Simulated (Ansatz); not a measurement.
## Geometry relaxation of Ti₁₆H₂N (part 4 of 4)

Continued. System: Ti₁₆H₂N (slab, 19 atoms in the cell). Method: DFT PBE+D3(BJ), scalar-relativistic, plane waves, PAW, spin-polarised (Ansatz 0.2.0); cutoff 420 eV, 4×4×1 k-mesh, Gaussian smearing of 0.1 eV, collinear spins. The structure derives from an entry of the Crystallography Open Database. The input holds or restrains some coordinates. Forces given for the steps count only the free coordinates. It belongs to a series of runs on one base structure; here: 1 NH2 a cell, anchor, over a hollow Ti-Ti-Ti site.

Geometry of the input (Å; fractional positions):
```
5.7729  0.0000  0.0000
-2.8865  4.9995  0.0000
0.0000  0.0000  25.4750
Ti 0.3333  0.1667  0.3140
Ti 0.3333  0.6667  0.3140
Ti 0.8333  0.1667  0.3140
Ti 0.8333  0.6667  0.3140
Ti 0.1667  0.3333  0.4038
Ti 0.1667  0.8333  0.4038
Ti 0.6667  0.3333  0.4038
Ti 0.6667  0.8333  0.4038
Ti 0.3333  0.1667  0.4969
Ti 0.3333  0.6667  0.4969
Ti 0.8333  0.1667  0.4969
Ti 0.8333  0.6667  0.4969
Ti 0.1667  0.3333  0.5823
Ti 0.1667  0.8333  0.5823
Ti 0.6667  0.3333  0.5823
Ti 0.6667  0.8333  0.5823
N  0.0000  0.0000  0.6514
H  0.0798  0.1629  0.6755
H  -0.0798  -0.1629  0.6755
```

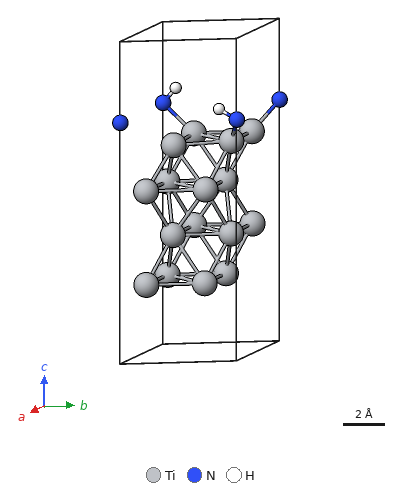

Fig. 1: The geometry at step 9 of the log (ball-and-stick view of the cell of the calculation, with the vacuum cut short, seen slightly off an axis).

### Trajectory as extended XYZ, continued
```
19
Lattice="5.7729 0.0000 0.0000 -2.8865 4.9995 0.0000 0.0000 0.0000 25.4750" Properties=species:S:1:pos:R:3:forces:R:3 step=8 energy=-40413.31190
Ti    1.4432    0.8333    8.0000    0.0102  -0.0031   0.5067
Ti    0.0000    3.3330    8.0000    0.0001   0.0181   0.4642
Ti    4.3297    0.8333    8.0000   -0.0100  -0.0031   0.5066
Ti    2.8865    3.3330    8.0000    0.0001   0.0006   0.5125
Ti    0.0000    1.6665   10.2870    0.0002  -0.0822  -0.5457
Ti   -1.4432    4.1663   10.2870   -0.0253  -0.0045  -0.4832
Ti    2.8865    1.6665   10.2870    0.0005   0.0846  -0.4760
Ti    1.4432    4.1663   10.2870    0.0255  -0.0049  -0.4833
Ti    1.4474    0.8184   12.6566   -0.0003   0.0016   0.0002
Ti    0.0005    3.3063   12.6524    0.0005  -0.0009  -0.0023
Ti    4.3268    0.8182   12.6565    0.0004   0.0014   0.0002
Ti    2.8870    3.3793   12.6725    0.0004  -0.0008   0.0010
Ti    0.0010    1.6485   14.8562   -0.0005   0.0003  -0.0028
Ti   -1.3852    4.1549   14.8879    0.0010  -0.0003   0.0036
Ti    2.8876    1.7075   14.7647   -0.0008  -0.0017   0.0011
Ti    1.3869    4.1546   14.8882   -0.0016  -0.0003   0.0041
N     0.0006    0.0290   16.2653   -0.0002   0.0067  -0.0076
H    -0.0013    0.6912   17.0547    0.0004  -0.0036  -0.0017
H     0.0030   -0.9083   16.7257   -0.0006  -0.0079   0.0026
19
Lattice="5.7729 0.0000 0.0000 -2.8865 4.9995 0.0000 0.0000 0.0000 25.4750" Properties=species:S:1:pos:R:3:forces:R:3 step=9 energy=-40413.31190
Ti    1.4432    0.8333    8.0000    0.0102  -0.0031   0.5067
Ti    0.0000    3.3330    8.0000    0.0001   0.0181   0.4642
Ti    4.3297    0.8333    8.0000   -0.0100  -0.0031   0.5066
Ti    2.8865    3.3330    8.0000    0.0001   0.0006   0.5125
Ti    0.0000    1.6665   10.2870    0.0002  -0.0822  -0.5457
Ti   -1.4432    4.1663   10.2870   -0.0253  -0.0045  -0.4832
Ti    2.8865    1.6665   10.2870    0.0005   0.0846  -0.4760
Ti    1.4432    4.1663   10.2870    0.0256  -0.0049  -0.4833
Ti    1.4474    0.8184   12.6566   -0.0003   0.0016   0.0002
Ti    0.0005    3.3063   12.6524    0.0005  -0.0009  -0.0023
Ti    4.3268    0.8182   12.6565    0.0004   0.0014   0.0002
Ti    2.8870    3.3793   12.6725    0.0004  -0.0008   0.0010
Ti    0.0010    1.6485   14.8562   -0.0005   0.0003  -0.0028
Ti   -1.3852    4.1549   14.8879    0.0010  -0.0003   0.0036
Ti    2.8876    1.7075   14.7647   -0.0008  -0.0017   0.0011
Ti    1.3869    4.1546   14.8882   -0.0016  -0.0003   0.0041
N     0.0006    0.0290   16.2653   -0.0003   0.0067  -0.0076
H    -0.0013    0.6912   17.0547    0.0004  -0.0036  -0.0017
H     0.0030   -0.9083   16.7257   -0.0006  -0.0079   0.0026
```

### Summary

| quantity | value |
| --- | --- |
| outcome | converged under the restraints of the input |
| electrons treated | 199 |
| free energy | −40413.3119 eV |
| work function, top face | 3.31 eV |
| work function, bottom face | 4.53 eV |
| Fermi energy | 2.919 eV |
| gap on the k-point mesh | none (metallic) |
| net moment of the cell | 0.00 μB |
| integrated absolute moment | 0.00 μB |
| final volume | 735.25 Å³ |
| work function (upper face) | 3.31 eV |
| largest force (length of the vector) at the end, held atoms and coordinates included | 0.552 eV/Å |
| hardware | 8 threads of Intel Xeon @ 2.50GHz (Skylake/Cascade Lake), 189 GiB of memory available, shared host |
| wall time | 10 min (CPU time 72 min) |
| peak memory | 3.9 GiB |

The program warns: some starting moments were not kept.
